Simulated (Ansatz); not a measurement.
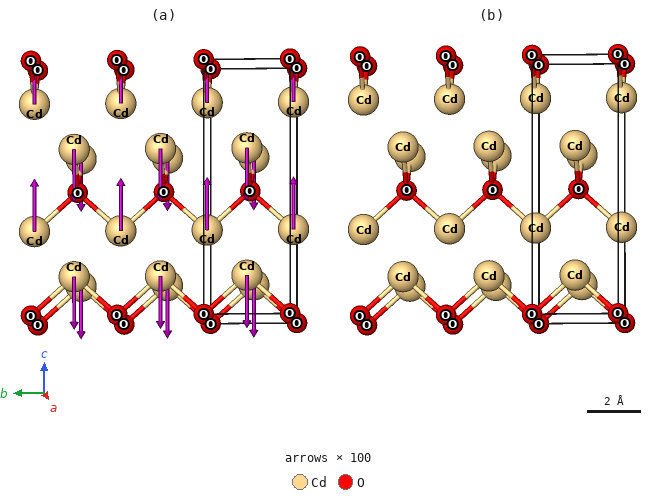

The structure of crystalline Cd2O (built on the tetragonal zirconia_137 type) (coarse preliminary run) before (left) and after (right) a relaxation, at one scale. The purple arrows give the displacements (the part carried along by the change of the cell is left out), magnified 100 times.

Style: ball-and-stick. Shown: the cell of the calculation, repeated 1 × 3 × 1 with one cell outlined, from a free direction.

Case: anti-tetragonal zirconia type (P4_2/nmc, No. 137).

Theory: DFT r2SCAN, scalar-relativistic, plane waves, PAW (Ansatz).

Input
```yaml
crystal:
  lattice:
    - [3.2910774251, 0.0, 0.0]
    - [0.0, 3.2910774251, 0.0]
    - [0.0, 0.0, 9.7379090439]
  atoms:
    - { symbol: Cd, position: [0.0, 0.5, 0.1512614732] }
    - { symbol: Cd, position: [0.0, 0.5, 0.6512614732] }
    - { symbol: Cd, position: [0.5, 0.0, 0.3487385268] }
    - { symbol: Cd, position: [0.5, 0.0, 0.8487385268] }
    - { symbol: O, position: [0.0, 0.0, 0.0] }
    - { symbol: O, position: [0.5, 0.5, 0.5] }
basis:
  ecutwfc: 500
kpoints:
  mp_grid: { grid: [6, 6, 2] }
hamiltonian:
  xc: r2scan
scf:
  occupations: { method: gaussian, width: 0.1 }
  lower_state_search: "off"
output:
  forces: true
  stress: true
  eigenvalues: true
relax:
  adjacent_minimum: "off"
  f_tol: 0.04
  max_steps: 70
  cell: { stress_tol: 0.4 }
```

Command:
```bash
ansatz run input.yaml --threads 1 --pin off --max-ram 2560MiB --backend cpu --events-out ev --progress --plain --runs-dir out
```

Question: Describe what moved and what it gained.

Answer: The largest moves relative to the cell, 0.020 Å, are those of Cd1, Cd2, Cd3 and Cd4. Cd3 goes along +c. O stays in place. The drawn cell changes as follows: a = b 3.291 → 3.277 Å (−0.4 %), c 9.738 → 9.905 Å (+1.7 %); the volume changes by +0.9 %. The space group stays P4_2/nmc (No. 137). The energy falls by 2.7 meV per atom in 1 accepted move (3 points after the start). Largest force component: 0.15 eV/Å at the start, 0.0089 eV/Å at the end. The pressure goes from 0.50 to −0.04 GPa. The line search rejected the trial step at point 1 of the run. The SCF was repeated once at an unchanged geometry on a basis and grid sized afresh for the cell, which shifted the energy by 0.1 meV per atom at most.
